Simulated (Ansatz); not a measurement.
Consider Mn.

```yaml
crystal:
  lattice:
    - [3.49000, 0.00000, 0.00000]
    - [0.00000, 3.49000, 0.00000]
    - [0.00000, 0.00000, 3.49000]
  atoms:
    - { symbol: Mn, position: [0.00000, 0.00000, 0.00000] }
    - { symbol: Mn, position: [0.50000, 0.50000, 0.00000] }
    - { symbol: Mn, position: [0.50000, 0.00000, 0.50000] }
    - { symbol: Mn, position: [0.00000, 0.50000, 0.50000] }
```

Space group Fm-3m; computed pressure about 3 GPa in this cell; the program warned that a starting moment wasn't kept; spin-polarised, but the moments vanished.

The calculation used DFT, PBE, PAW, plane waves, scalar-relativistic in Ansatz.

**What can the converged valence pseudo-density and electron localisation function tell about the bonding?**

Mn–Mn (2.47 Å): ρ is about 0.39 e/Å³ halfway; the ELF is about 0.30 at the midpoint.

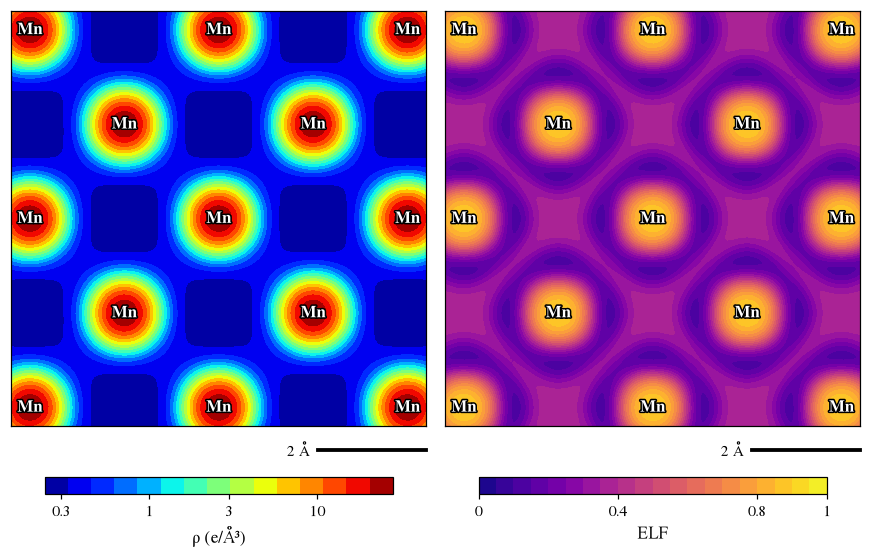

Computed valence pseudo-density and electron localisation function on the (010) plane of the conventional cell, in this order. 

In a PAW calculation such maps are meaningful between the atoms, not at the nuclei.
